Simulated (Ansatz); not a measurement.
Cd16HSe15 (charge +1): field-gradient calculation (part 1 of 2)

The run: field-gradient calculation of Cd16HSe15 (defect cell, 32 atoms in the cell, total charge +1). Method and program: DFT, PBE, plane waves, PAW, no spin polarisation (Ansatz 0.2.0).

The structure derives from an entry of the Crystallography Open Database.

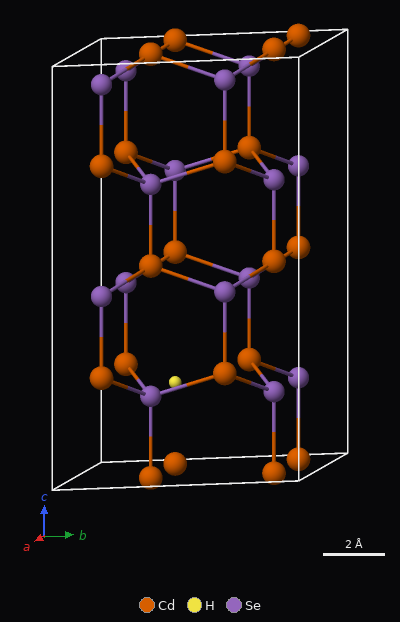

Fig. 1: The input geometry (ball-and-stick view of the cell of the calculation, seen slightly off an axis). An atom can appear more than once, as a periodic image.

### Summary

- outcome: converged
- electrons treated: 560
- free energy: −214147.9719 eV
- Fermi energy: 7.659 eV
- gap on the k-point mesh: 0.92 eV
- pressure: 2.22 GPa
- field gradient V_zz (10²¹ V/m²): Cd 16.25, Cd 2.44, Cd 3.80, Cd 2.37, Cd 3.80, Cd 2.37, Cd 3.80, Cd 2.37 (the first 8 of 32 sites)
- largest force (length of the vector): 0.595 eV/Å
- hardware: 4 threads of Intel Xeon @ 2.60GHz (Ice Lake), 24 GiB of memory available, shared host
- wall time: 52 s (CPU time 3.4 min)
- peak memory: 5.4 GiB

### Notes

Settings chosen away from the usual ones: basis.ecutrho_ratio = 6. The program warns: the field gradients leave out spin–orbit coupling. The cell is charged and computed with a neutralising background, so its energy and pressure depend on the cell and aren't those of a real crystal.

### Input
```yaml
crystal:
  lattice:
    - [8.6, 0.0, 0.0]
    - [-4.3, 7.4478184726, 0.0]
    - [0.0, 0.0, 14.04]
  atoms:
    - { symbol: Cd, position: [0.1666666666, 0.3333333334, 0.0] }
    - { symbol: Cd, position: [0.1666666666, 0.3333333334, 0.5] }
    - { symbol: Cd, position: [0.1666666666, 0.8333333334, 0.0] }
    - { symbol: Cd, position: [0.1666666666, 0.8333333334, 0.5] }
    - { symbol: Cd, position: [0.6666666666, 0.3333333334, 0.0] }
    - { symbol: Cd, position: [0.6666666666, 0.3333333334, 0.5] }
    - { symbol: Cd, position: [0.6666666666, 0.8333333334, 0.0] }
    - { symbol: Cd, position: [0.6666666666, 0.8333333334, 0.5] }
    - { symbol: Cd, position: [0.3333333334, 0.1666666666, 0.25] }
    - { symbol: Cd, position: [0.3333333334, 0.1666666666, 0.75] }
    - { symbol: Cd, position: [0.3333333334, 0.6666666666, 0.25] }
    - { symbol: Cd, position: [0.3333333334, 0.6666666666, 0.75] }
    - { symbol: Cd, position: [0.8333333334, 0.1666666666, 0.25] }
    - { symbol: Cd, position: [0.8333333334, 0.1666666666, 0.75] }
    - { symbol: Cd, position: [0.8333333334, 0.6666666666, 0.25] }
    - { symbol: Cd, position: [0.8333333334, 0.6666666666, 0.75] }
    - { symbol: H, position: [0.1666666666, 0.3333333334, 0.1925] }
    - { symbol: Se, position: [0.1666666666, 0.3333333334, 0.6925] }
    - { symbol: Se, position: [0.1666666666, 0.8333333334, 0.1925] }
    - { symbol: Se, position: [0.1666666666, 0.8333333334, 0.6925] }
    - { symbol: Se, position: [0.6666666666, 0.3333333334, 0.1925] }
    - { symbol: Se, position: [0.6666666666, 0.3333333334, 0.6925] }
    - { symbol: Se, position: [0.6666666666, 0.8333333334, 0.1925] }
    - { symbol: Se, position: [0.6666666666, 0.8333333334, 0.6925] }
    - { symbol: Se, position: [0.3333333334, 0.1666666666, 0.4425] }
    - { symbol: Se, position: [0.3333333334, 0.1666666666, 0.9425] }
    - { symbol: Se, position: [0.3333333334, 0.6666666666, 0.4425] }
    - { symbol: Se, position: [0.3333333334, 0.6666666666, 0.9425] }
    - { symbol: Se, position: [0.8333333334, 0.1666666666, 0.4425] }
    - { symbol: Se, position: [0.8333333334, 0.1666666666, 0.9425] }
    - { symbol: Se, position: [0.8333333334, 0.6666666666, 0.4425] }
    - { symbol: Se, position: [0.8333333334, 0.6666666666, 0.9425] }
total_charge: 1
kpoints:
  mp_grid: { grid: [3, 3, 2] }
scf:
  occupations: { method: fermi_dirac, width: 0.01 }
hamiltonian:
  xc: pbe
  pseudopotentials: { kind: paw }
output:
  forces: true
  stress: true
  populations: true
  efg:
    quadrupole_moments_barn: { H: 0.00285783 }
    contact_densities: true
basis:
  ecutrho_ratio: 6
```

Run as:
```bash
ansatz run input.yaml --threads 4 --pin off --max-ram 8192MiB --backend cpu --events-out ev --progress --plain --runs-dir out
```

### The program's output
```
Cd: output.efg is read without spin–orbit coupling, which moves field gradients at and beside such atoms by some per cent and up to a factor of two; PAW files take it under magnetization.noncollinear and magnetization.spin_orbit
Engine: ansatz 0.2.0, x86_64-unknown-linux-gnu
Pseudopotentials: kind: paw
Pseudopotential: Cd, paw, valence charge 20, recommended cutoff 420 eV (normal), Cd.paw.azcp
Pseudopotential: H, paw, valence charge 1, recommended cutoff 420 eV (normal), H.paw.azcp
Pseudopotential: Se, paw, valence charge 16, recommended cutoff 420 eV (normal), Se.paw.azcp
Functional definition: PBE
  parameter kappa = 0.804
  parameter beta = 0.06672455060314922
  exchange = pbe_x(kappa = kappa, mu = beta*pi^2/3)
  correlation = pbe_c(beta = beta)
Crystal: 32 atoms, lattice volume = 899.279 Å³
Basis set: ecut = 420 eV, 17525 PW (Γ), exchange–correlation on 144×144×240 points (8 copies of the dense FFT grid, shifted against one another)
Bands: 336, of which v1, the nominal top of the filled ones, is band 280 counted from 1 (279 counted from 0)
Symmetry: 6 space group operations
Space group: P3m1 (ITA 156), of the structure as read, at distance tolerance 9.7e-5 Å
k-points: 6 of 18 (time reversal used)
Non-local potential: Cd, projectors of the file, l = 0: 3, l = 1: 2, l = 2: 2, l = 3: 1
Non-local potential: H, projectors of the file, l = 0: 2, l = 1: 1
Non-local potential: Se, projectors of the file, l = 0: 2, l = 1: 2, l = 2: 3, l = 3: 1
PAW form: soft (Blöchl's): semilocal exchange-correlation on the pseudo side does not see the compensation charge
PAW one-centre angular grid: Cd, 590 points (default); XC on 64 Gauss nodes
PAW one-centre angular grid: H, 110 points (default); XC on 64 Gauss nodes
PAW one-centre angular grid: Se, 590 points (default); XC on 64 Gauss nodes
Initial density: superposition of atomic densities (neutral atoms scaled as one to the charged cell's electrons: chi_scale 0, normalization atom), corrected by the library's trained network
Initial wavefunctions: pseudopotential atomic-orbital guess
Functional: x = pbe(κ = 0.804, μ = 0.2195149727645171), c = pbe(β = 0.06672455060314922)
SCF iter   1: F=—  HF=-214148.246121 eV  |F-HF|=—  |Δ(HF+E_count)|=         —  Δρ=8.67e-3  dr2=7.83e-1  ethr=1.77e-3  ⟨swp⟩=6.0  Hψ=7044  notcnv=0  defer=12
preconditioner: auto → Resta (q_TF=auto, 2.521 Å⁻¹)  ε∞=4.1  [insulator: Δε(μ)=1.003 eV  Ē_g=11.887 eV  σ=0.010 eV  W_gap=1.00  n_scr=244 (ndim 8)  ℏωp=20.8 eV  f_vac=0.204  D(μ)=0.00/eV (n_scr^D=0)  ε∞_Penn≈4.1]
SCF iter   2: F=—  HF=-214148.003323 eV  |F-HF|=—  |Δ(HF+E_count)|=   2.43e-1  Δρ=2.35e-3  dr2=8.65e-2  ethr=1.40e-4  ⟨swp⟩=2.0  Hψ=3116  notcnv=0  defer=298
SCF iter   3: F=—  HF=-214147.976378 eV  |F-HF|=—  |Δ(HF+E_count)|=   2.69e-2  Δρ=1.09e-3  dr2=1.60e-2  ethr=1.55e-5  ⟨swp⟩=2.2  Hψ=2508  notcnv=0  defer=298
SCF iter   4: F=—  HF=-214147.971924 eV  |F-HF|=—  |Δ(HF+E_count)|=   4.45e-3  Δρ=2.19e-4  dr2=8.02e-4  ethr=2.86e-6  ⟨swp⟩=2.0  Hψ=2602  notcnv=0  defer=298
SCF iter   5: F=—  HF=-214147.972191 eV  |F-HF|=—  |Δ(HF+E_count)|=   2.67e-4  Δρ=8.40e-5  dr2=1.21e-4  ethr=1.43e-7  ⟨swp⟩=2.0  Hψ=3120  notcnv=0  defer=298
SCF iter   6: F=—  HF=-214147.972323 eV  |F-HF|=—  |Δ(HF+E_count)|=   1.32e-4  Δρ=3.14e-5  dr2=1.70e-5  ethr=2.16e-8  ⟨swp⟩=2.0  Hψ=3014  notcnv=0  defer=298
SCF iter   7: F=—  HF=-214147.971902 eV  |F-HF|=—  |Δ(HF+E_count)|=   4.21e-4  Δρ=1.32e-5  dr2=3.08e-6  ethr=3.03e-9  ⟨swp⟩=2.0  Hψ=3210  notcnv=0  defer=298
SCF iter   8: F=—  HF=-214147.971906 eV  |F-HF|=—  |Δ(HF+E_count)|=   4.10e-6  Δρ=4.84e-6  dr2=3.24e-7  ethr=5.50e-10  ⟨swp⟩=2.0  Hψ=3014  notcnv=0  defer=298
SCF iter   9: F=-214147.971907 eV  HF=-214147.971907 eV  |F-HF|=6.59e-8  |Δ(HF+E_count)|=   1.09e-6  Δρ=1.66e-6  dr2=4.01e-8  ethr=1.79e-11  ⟨swp⟩=9.7  Hψ=9575  notcnv=0
SCF 1 converged in 9 iterations: F = -214147.971907 eV  dr2 = 4.01e-8
  greatest PAW one-centre occupation: 1.000 electrons in one spin orbital (limit 2), on the Cd atom at site 6 (counted from 0), in its partial waves of l = 0
SCF converged after 9 iterations
Free energy (F): -214147.971907 eV
Harris-Foulkes:  -214147.971907 eV  (|F-HF|=6.59e-8)
Internal energy: -214147.971907 eV  (E = F + TS)
E sigma→0 (E₀):  -214147.971907 eV
Fermi energy:    7.658740 eV
--- Per-component energies (eV) ---
  E_band       = -14031.102477
  E_kinetic    = 9862.337594
  E_local      = -101641.284940  (includes V_loc(G=0)·N_el)
  E_nonlocal   = -8399.728953
  E_hartree    = 48263.278490
  E_xc         = -4390.872348
  E_vxc        = -5018.278340  (∫ρ·V_xc dr)
  E_paw        = -94004.426793  (= ΣΔE_a)
  E_vpaw       = -5360.704376  (= ΣTr[D̂ρ^β])
  E_aug_tail   = -0.001152  (compensation charges beyond the density's cutoff)
  E_ewald      = -63837.273805
  E_smearing   = -0.000000  (= −TS)
  E_closure    = -0.000000  (closes the sum)
  E_deformation_potential = 12.738573  (in the stress; not in F)
  Σ components = -214147.971907   (vs F -214147.971907, Δ=0.00e0)
--- Forces (eV/Å), atoms counted from 1 ---
  atom   1  Cd     0.00000000    -0.00000000     0.11261693
  atom   2  Cd     0.00000000    -0.00000000     0.42155204
  atom   3  Cd    -0.05484503    -0.03166479     0.15391861
  atom   4  Cd    -0.09324379    -0.05383433     0.34803900
  atom   5  Cd     0.00000000     0.06332958     0.15391861
  atom   6  Cd     0.00000000     0.10766866     0.34803900
  atom   7  Cd     0.05484503    -0.03166479     0.15391861
  atom   8  Cd     0.09324379    -0.05383433     0.34803900
  atom   9  Cd    -0.25789936     0.14889826     0.37648393
  atom  10  Cd    -0.02676951     0.01545538     0.13130522
  atom  11  Cd     0.00000000    -0.29779653     0.37648393
  atom  12  Cd     0.00000000    -0.03091077     0.13130522
  atom  13  Cd     0.25789936     0.14889826     0.37648393
  atom  14  Cd     0.02676951     0.01545538     0.13130522
  atom  15  Cd     0.00000000     0.00000000     0.46195180
  atom  16  Cd     0.00000000     0.00000000     0.23100542
  atom  17  H      0.00000000    -0.00000000     0.12486168
  atom  18  Se    -0.00000000    -0.00000000    -0.29081859
  atom  19  Se    -0.07574523    -0.04373153    -0.35926523
  atom  20  Se     0.03336817     0.01926512    -0.28808754
  atom  21  Se    -0.00000000     0.08746305    -0.35926523
  atom  22  Se    -0.00000000    -0.03853024    -0.28808754
  atom  23  Se     0.07574523    -0.04373153    -0.35926523
  atom  24  Se    -0.03336817     0.01926512    -0.28808754
  atom  25  Se    -0.14026161     0.08098008    -0.57236015
  atom  26  Se    -0.09682674     0.05590294     0.04508248
  atom  27  Se    -0.00000000    -0.16196015    -0.57236015
  atom  28  Se     0.00000000    -0.11180589     0.04508248
  atom  29  Se     0.14026161     0.08098008    -0.57236015
  atom  30  Se     0.09682674     0.05590294     0.04508248
  atom  31  Se    -0.00000000     0.00000000    -0.36112387
  atom  32  Se    -0.00000000     0.00000000    -0.20544342
  max |Σ_I F_I| component: 4.90e-5 eV/Å
--- Stress (GPa, compression-positive) ---
        2.899013       0.000000       0.000000
        0.000000       2.899013       0.000000
        0.000000       0.000000       0.871187
  P = ⅓ Tr σ = 2.2231 GPa (22.231 kbar)
--- PAW observables at the nuclei: V_zz in 10²¹ V/m², potentials from the cell's mean, atoms counted from 1 ---
  atom   1  Cd V_zz =   +16.247685   η = 0.0000   by run symmetry: allowed
            electrostatic potential = -7703.633983 V   contact ρ = 1035913.825208 e/Å³
  atom   2  Cd V_zz =    +2.443114   η = 0.0000   by run symmetry: allowed
            electrostatic potential = -7703.997967 V   contact ρ = 1035909.084023 e/Å³
  atom   3  Cd V_zz =    +3.801646   η = 0.1061   by run symmetry: allowed
            electrostatic potential = -7703.970242 V   contact ρ = 1035909.529031 e/Å³
  atom   4  Cd V_zz =    +2.369099   η = 0.2531   by run symmetry: allowed
            electrostatic potential = -7703.999802 V   contact ρ = 1035909.138371 e/Å³
  atom   5  Cd V_zz =    +3.801646   η = 0.1061   by run symmetry: allowed
            electrostatic potential = -7703.970242 V   contact ρ = 1035909.529029 e/Å³
  atom   6  Cd V_zz =    +2.369099   η = 0.2531   by run symmetry: allowed
            electrostatic potential = -7703.999802 V   contact ρ = 1035909.138372 e/Å³
  atom   7  Cd V_zz =    +3.801646   η = 0.1061   by run symmetry: allowed
            electrostatic potential = -7703.970242 V   contact ρ = 1035909.529031 e/Å³
  atom   8  Cd V_zz =    +2.369099   η = 0.2531   by run symmetry: allowed
            electrostatic potential = -7703.999802 V   contact ρ = 1035909.138371 e/Å³
  atom   9  Cd V_zz =   +12.664563   η = 0.1839   by run symmetry: allowed
            electrostatic potential = -7703.450889 V   contact ρ = 1035909.872406 e/Å³
  atom  10  Cd V_zz =    +4.233174   η = 0.0128   by run symmetry: allowed
            electrostatic potential = -7704.085558 V   contact ρ = 1035909.554291 e/Å³
  atom  11  Cd V_zz =   +12.664563   η = 0.1839   by run symmetry: allowed
            electrostatic potential = -7703.450889 V   contact ρ = 1035909.872408 e/Å³
  atom  12  Cd V_zz =    +4.233174   η = 0.0128   by run symmetry: allowed
            electrostatic potential = -7704.085558 V   contact ρ = 1035909.554287 e/Å³
  atom  13  Cd V_zz =   +12.664563   η = 0.1839   by run symmetry: allowed
            electrostatic potential = -7703.450889 V   contact ρ = 1035909.872406 e/Å³
  atom  14  Cd V_zz =    +4.233174   η = 0.0128   by run symmetry: allowed
            electrostatic potential = -7704.085558 V   contact ρ = 1035909.554291 e/Å³
  atom  15  Cd V_zz =    +1.934066   η = 0.0000   by run symmetry: allowed
            electrostatic potential = -7703.846405 V   contact ρ = 1035909.008948 e/Å³
  atom  16  Cd V_zz =    +3.293478   η = 0.0000   by run symmetry: allowed
            electrostatic potential = -7704.123387 V   contact ρ = 1035909.284287 e/Å³
  atom  17  H  V_zz =    -0.008447   η = 0.0000   by run symmetry: allowed   C_q = -0.0006 MHz
            electrostatic potential = -41.900982 V   contact ρ = 2.332915 e/Å³
  atom  18  Se V_zz =    -0.467487   η = 0.0000   by run symmetry: allowed
            electrostatic potential = -4709.755465 V   contact ρ = 262876.145892 e/Å³
  atom  19  Se V_zz =    +8.705321   η = 0.5009   by run symmetry: allowed
            electrostatic potential = -4709.307621 V   contact ρ = 262876.888008 e/Å³
  atom  20  Se V_zz =    -0.150227   η = 0.6293   by run symmetry: allowed
            electrostatic potential = -4709.732586 V   contact ρ = 262876.310446 e/Å³
  atom  21  Se V_zz =    +8.705321   η = 0.5009   by run symmetry: allowed
            electrostatic potential = -4709.307621 V   contact ρ = 262876.888008 e/Å³
  atom  22  Se V_zz =    -0.150227   η = 0.6293   by run symmetry: allowed
            electrostatic potential = -4709.732586 V   contact ρ = 262876.310448 e/Å³
  atom  23  Se V_zz =    +8.705321   η = 0.5009   by run symmetry: allowed
            electrostatic potential = -4709.307621 V   contact ρ = 262876.888008 e/Å³
  atom  24  Se V_zz =    -0.150227   η = 0.6293   by run symmetry: allowed
            electrostatic potential = -4709.732586 V   contact ρ = 262876.310446 e/Å³
  atom  25  Se V_zz =    +4.763562   η = 0.0014   by run symmetry: allowed
            electrostatic potential = -4709.505653 V   contact ρ = 262876.767532 e/Å³
  atom  26  Se V_zz =    +4.839188   η = 0.3733   by run symmetry: allowed
            electrostatic potential = -4709.532503 V   contact ρ = 262876.860285 e/Å³
  atom  27  Se V_zz =    +4.763562   η = 0.0014   by run symmetry: allowed
            electrostatic potential = -4709.505653 V   contact ρ = 262876.767531 e/Å³
  atom  28  Se V_zz =    +4.839188   η = 0.3733   by run symmetry: allowed
            electrostatic potential = -4709.532503 V   contact ρ = 262876.860285 e/Å³
  atom  29  Se V_zz =    +4.763562   η = 0.0014   by run symmetry: allowed
            electrostatic potential = -4709.505653 V   contact ρ = 262876.767532 e/Å³
  atom  30  Se V_zz =    +4.839188   η = 0.3733   by run symmetry: allowed
            electrostatic potential = -4709.532503 V   contact ρ = 262876.860285 e/Å³
  atom  31  Se V_zz =    -0.660538   η = 0.0000   by run symmetry: allowed
            electrostatic potential = -4709.676421 V   contact ρ = 262876.168002 e/Å³
  atom  32  Se V_zz =    -1.791038   η = 0.0000   by run symmetry: allowed
            electrostatic potential = -4709.687452 V   contact ρ = 262876.230360 e/Å³
--- Band table (eV; the first three rows and the last of 6) ---
```
